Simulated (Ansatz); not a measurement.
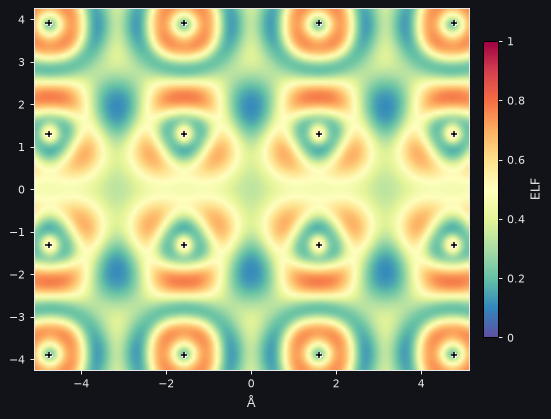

The ELF on a plane through atoms (crosses mark nuclei in the plane).

These are results of Kohn-Sham DFT of a periodic cell, PBEsol, Ansatz PAW in Ansatz 0.2.0, not measurements.

Candidates:
A. MoS$_{2}$, a = 3.23 Å, b = 3.23 Å, c = 6.31 Å, α = 90.00°, β = 90.00°, γ = 120.00°. Space group P-3m1; a structure from a database of computed crystals, not necessarily the ambient phase; computed pressure about −3 GPa in this cell.
B. Si$_{2}$Mo, a = 3.18 Å, b = 3.18 Å, c = 7.81 Å, α = 90.00°, β = 90.00°, γ = 90.00°. Space group I4/mmm.
C. WS$_{2}$, a = 3.09 Å, b = 3.09 Å, c = 18.11 Å, α = 90.00°, β = 90.00°, γ = 120.00°. Space group R3m; not relaxed (largest force 1.5 eV/Å); computed pressure about 11 GPa in this cell.

Which candidate gave the map?

Candidate B: Si$_{2}$Mo on the (100) plane of the conventional cell, which holds Mo and Si. Si–Mo (2.60 Å): the ELF peaks at about 0.75 in the valence shell of Si, 0.9 Å from its nucleus, and is about 0.40 at the midpoint.
